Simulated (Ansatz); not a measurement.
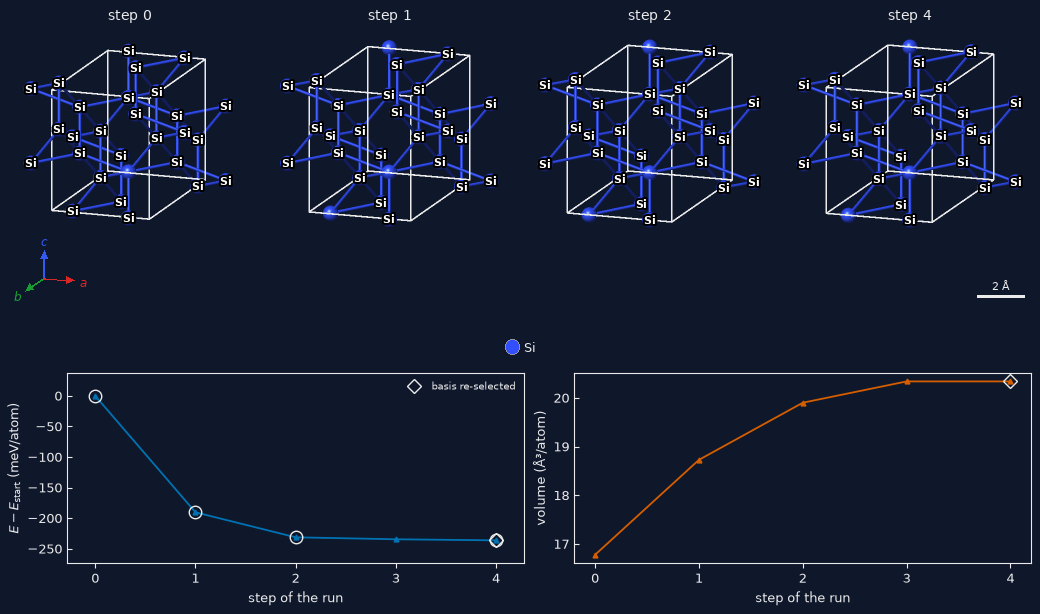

Frames of a relaxation of crystalline Si (a generated structure, set up in Cmmm) (coarse preliminary run), marked on the history of the run. Style: ball-and-stick. Shown: the cell of the calculation, from a free direction.

Level of theory: DFT PBE, scalar-relativistic, plane waves, PAW in Ansatz 0.2.0.

Input
```yaml
crystal:
  lattice:
    - [2.34519935, -3.60006037, 0.0]
    - [2.34519935, 3.60006037, 0.0]
    - [0.0, 0.0, 5.9615516]
  atoms:
    - { symbol: Si, position: [0.5, 0.5, 0.19133929] }
    - { symbol: Si, position: [0.5, 0.5, 0.80866071] }
    - { symbol: Si, position: [0.0, 0.5, 0.69133914] }
    - { symbol: Si, position: [0.5, 0.0, 0.30866086] }
    - { symbol: Si, position: [0.5, 0.0, 0.69133914] }
    - { symbol: Si, position: [0.0, 0.5, 0.30866086] }
basis:
  ecutwfc: 420
kpoints:
  mp_grid: { grid: [4, 4, 4] }
hamiltonian:
  xc: pbe
scf:
  occupations: { method: gaussian, width: 0.1 }
  lower_state_search: "off"
output:
  forces: true
  stress: true
  eigenvalues: true
relax:
  adjacent_minimum: "off"
  f_tol: 0.04
  max_steps: 70
  cell: { stress_tol: 0.4 }
```

Launched with:
```bash
ansatz run input.yaml --threads 1 --pin off --max-ram 2560MiB --backend cpu --events-out ev --progress --plain --runs-dir out
```

Describe the path.

Answer. The largest moves relative to the cell, 0.026 Å, are those of Si1 and Si2. Si2 goes along +c. Cell: a = b 4.297 → 4.650 Å (+8.2 %), c 5.962 → 6.228 Å (+4.5 %), γ 113.8° → 115.0°. Volume +21.2 %. Near-neighbour distances that change, for instance: Si1–Si4 2.259 → 2.446 Å, Si3–Si5 2.345 → 2.497 Å, Si3–Si6 2.281 → 2.376 Å, Si1–Si2 2.281 → 2.331 Å. The space group stays Cmmm (No. 65). After 3 accepted moves (4 points after the start) the energy has fallen by 236 meV per atom. Largest force component: 1.2 eV/Å at the start, 0.013 eV/Å at the end. The pressure goes from 22.95 to 0.17 GPa. The SCF was repeated once at an unchanged geometry on a basis and grid sized afresh for the cell, which shifted the energy by 1.8 meV per atom at most. From step 0 to 1: volume +11.6 %, energy −190 meV per atom. From step 1 to 2: volume +6.3 %, energy −40.9 meV per atom. From step 2 to 4: volume +2.2 %, energy −5.0 meV per atom.

| step | E − E(0), meV/atom | largest force component, eV/Å | pressure, GPa | volume, Å³/atom | note |
| --- | --- | --- | --- | --- | --- |
| 0 | 0.00 | 1.2018 | 22.95 | 16.778 |  |
| 1 | -190.36 | 0.6245 | 7.95 | 18.728 |  |
| 2 | -231.25 | 0.1283 | 1.87 | 19.901 |  |
| 3 | -234.45 | 0.0116 | 0.06 | 20.338 |  |
| 4 | -236.21 | 0.0131 | 0.17 | 20.338 | same geometry, new basis |
